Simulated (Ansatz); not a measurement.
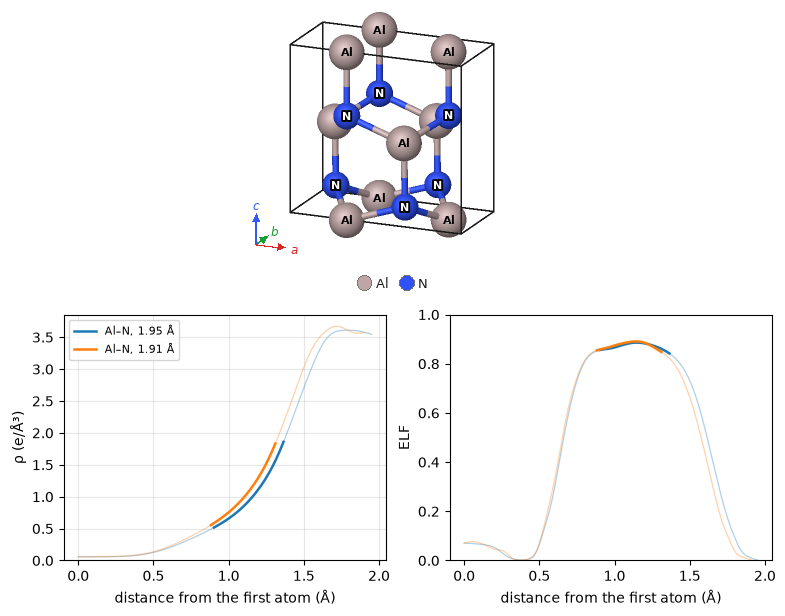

The picture shows: AlN. Valence charge density (pseudo) and electron localisation function along straight lines between neighbouring atoms. Thin, pale parts lie inside the atomic spheres. The structure is drawn too.

Space group Cm; changed on purpose from its base cell (band edges of the strained film's bulk); computed pressure about −8 GPa in this cell.

Level of theory: Ansatz, DFT PBE, scalar-relativistic, plane waves, PAW.

In a PAW calculation such maps are meaningful between the atoms, not at the nuclei.

```
Al N
1.0
     0.00000    2.68778   -4.66124
     3.21843    0.00000    0.00000
     0.00000   -4.59396   -2.32430
Al N
4 4
Direct
  0.83091 0.50000 0.99675
  0.33091 0.00000 0.99675
  0.66583 0.00000 0.49692
  0.16583 0.50000 0.49692
  0.83124 0.50000 0.61796
  0.33124 0.00000 0.61796
  0.67201 0.00000 0.11837
  0.17201 0.50000 0.11837
```

Compare the contacts.

Answer. Al–N (1.95 Å): the density is about 0.62 e/Å³ at the midpoint; the ELF peaks at about 0.90 between the atoms; a polar covalent bond.
Al–N (1.91 Å): the density is about 0.67 e/Å³ at the midpoint; the ELF peaks at about 0.90 in the valence shell of N, 0.8 Å from its nucleus, and is about 0.85 at the midpoint.
